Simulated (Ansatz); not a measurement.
Start from this file.

```xyz
4
Lattice="3.8205 0.0000 0.0000 0.0000 3.8205 0.0000 0.0000 0.0000 4.8751" Properties=species:S:1:pos:R:3 pbc="T T T"
Sn    0.0000    1.9102    1.1518
Sn    1.9102    0.0000    3.7233
O     1.9102    1.9102    0.0000
O     0.0000    0.0000    0.0000
```

What would you see if this were drawn?

Formula: SnO. Its lattice is primitive tetragonal, its space group P4/nmm (No. 129). In the cell are 2 Sn, 2 O, which makes 2 formula units. Each Sn has four O at 2.23 Å. The O atoms are each bonded to four Sn in a distorted tetrahedral arrangement at 2.23 Å. The bonds build SnO layers parallel to (001).

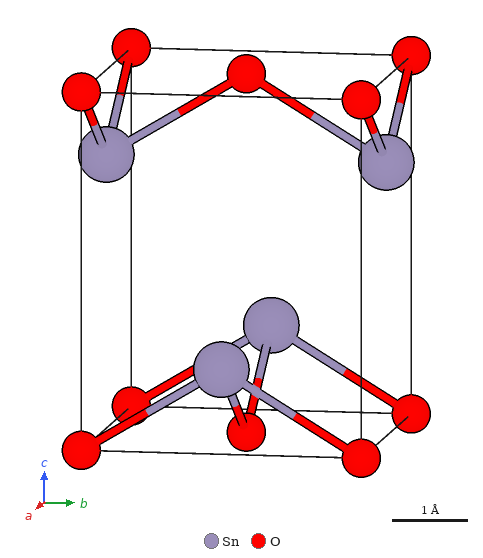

A ball-and-stick rendering, viewed slightly off an axis. One conventional unit cell is outlined, and atoms on its boundary appear in each equivalent place. Colours: tin purple, oxygen red.

The structure was taken from a structure listed in the Materials Project. It was relaxed with DFT PBEsol, scalar-relativistic, plane waves, PAW (Ansatz) under a constraint or pressure on the cell, so some stress remains.
